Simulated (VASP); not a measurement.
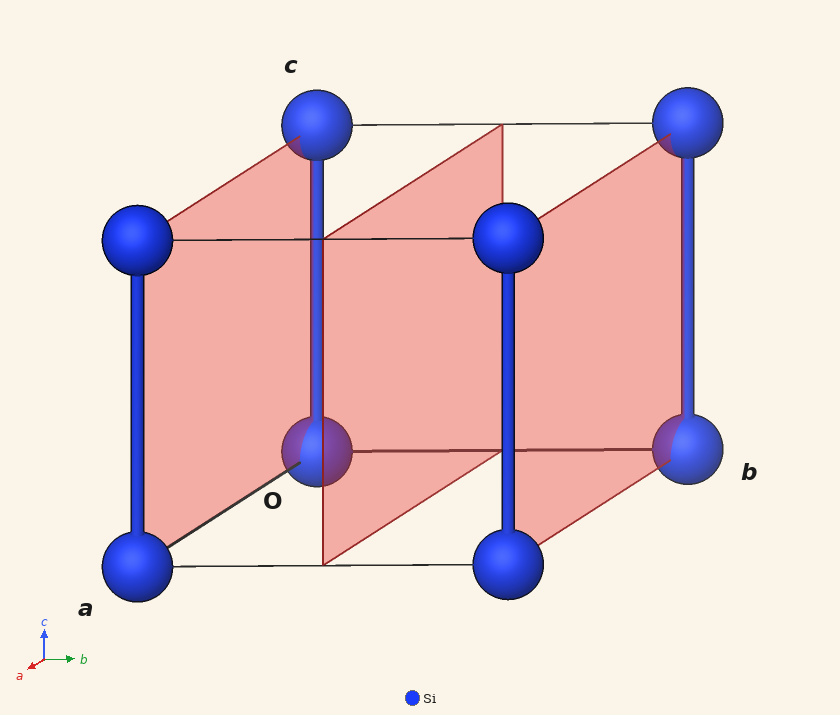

For Si, a cell listed in the Materials Project, as set up for an electronic-structure calculation: every member of one family of equally spaced planes, hx + ky + lz = a whole number, that cuts the unit cell is shaded (one member passes through the origin O). Symmetry computed with spglib at a tolerance of 0.002 Å; standard conventional cell.

a = 2.621 Å, b = 2.621 Å, c = 2.466 Å, α = 90.00°, β = 90.00°, γ = 120.00°.

**What are the Miller indices?**

(0 2 0), in four indices (0 2 −2 0); the opposite sign names the same planes. The member next to the origin meets the axes a never, b at 1/2, c never.

**What is the spacing?**

d = 1.135 Å.

**Which atoms of the cell lie in these planes (within 0.03 Å)?**

The Si atom.

**The space group is No. 191, P6/mmm. How many reflections hkl are equivalent to this one (itself included), and does it occur?**

6 reflections are equivalent in the Laue class 6/mmm. The space group allows the reflection.
